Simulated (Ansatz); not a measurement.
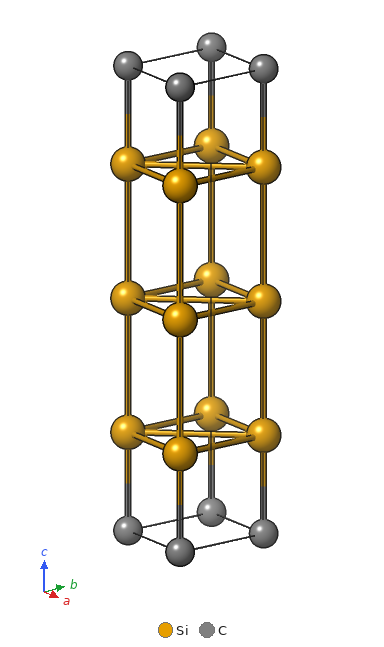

This ball-and-stick model is shown slightly off an axis. Atoms at the boundary of the conventional unit cell (the box) are drawn once for each face, edge or corner they touch. Cell: a = 2.58 Å, b = 2.58 Å, c = 8.90 Å, α = 90.00°, β = 90.00°, γ = 120.00°.

Origin of the cell: a structure type filled with these elements by a generator (whether the compound takes this form wasn't checked). Earlier steps of the study may have refined or changed the cell and positions. An electronic-structure calculation with Ansatz was run on it.

Question: Explain the picture.

Answer: The solid is Si$_{3}$C. The symmetry is that of P6/mmm (No. 191), on a primitive hexagonal lattice. Atoms per cell: 4 (3 Si, 1 C). Coordination numbers (contacts within bonding distance): Si 8 and C 2.

Setup: DFT PBE, scalar-relativistic, plane waves, PAW (Ansatz 0.2.0); plane-wave cutoff 420 eV, k-point mesh 24×24×6, Gaussian smearing of 0.1 eV, no spin polarisation.

Question: What is the electronic character?

Answer: A metal: bands cross the Fermi level.

Question: What charge does Bader's analysis assign to each element?

Answer: Si -0.05 to +0.67 e; C -1.29 e.

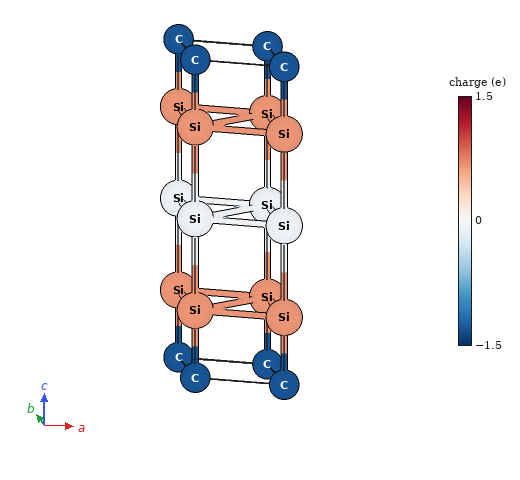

The atoms coloured by those charges. The run's cell of 4 atoms is drawn.

Question: Is this the optimised geometry for these settings?

Answer: Yes. All forces vanish to within 0.01 eV/Å. The pressure is 0.0 GPa, close to zero.
